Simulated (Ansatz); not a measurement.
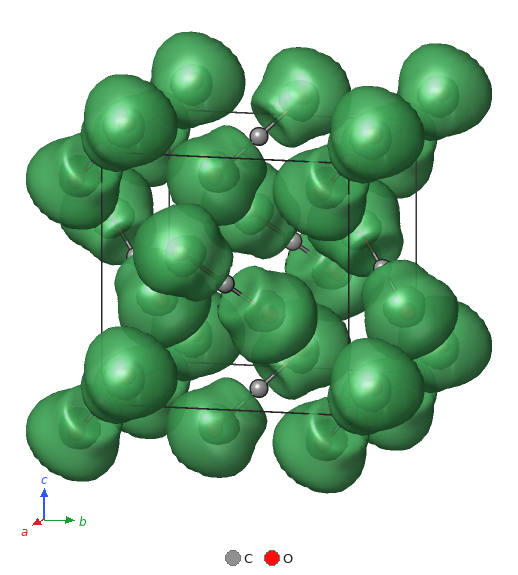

The picture shows: CO$_{2}$. Isosurface of the ELF at 0.7 (green), seen slightly off an axis. Only the valence region is drawn (cores and ρ < 0.01 e/Å³ removed). Sticks mark near contacts.

Space group Pa-3; a generated structure, not necessarily the stable one; computed pressure about 30 GPa in this cell.

Method: DFT r2SCAN, scalar-relativistic, plane waves, PAW in Ansatz.

```
C O
1.0
     4.65439    0.00000    0.00000
     0.00000    4.65439    0.00000
     0.00000    0.00000    4.65439
C O
4 8
Direct
  0.00000 0.00000 0.00000
  0.50000 0.00000 0.50000
  0.50000 0.50000 0.00000
  0.00000 0.50000 0.50000
  0.14230 0.14230 0.14230
  0.85770 0.85770 0.85770
  0.35770 0.85770 0.64230
  0.64230 0.14230 0.35770
  0.64230 0.35770 0.85770
  0.35770 0.64230 0.14230
  0.85770 0.64230 0.35770
  0.14230 0.35770 0.64230
```

> What do the ELF domains correspond to?

The ELF exceeds this value in eight regions on O in which the atom's valence shell and bonds are merged, counted in one cell of 12 atoms. Regions shared between cells count once. Along the contacts the grid gives the following. C–O (1.15 Å): the ELF peaks at about 0.80 between the atoms (inside overlapping PAW spheres, so only a guide); a multiple bond.
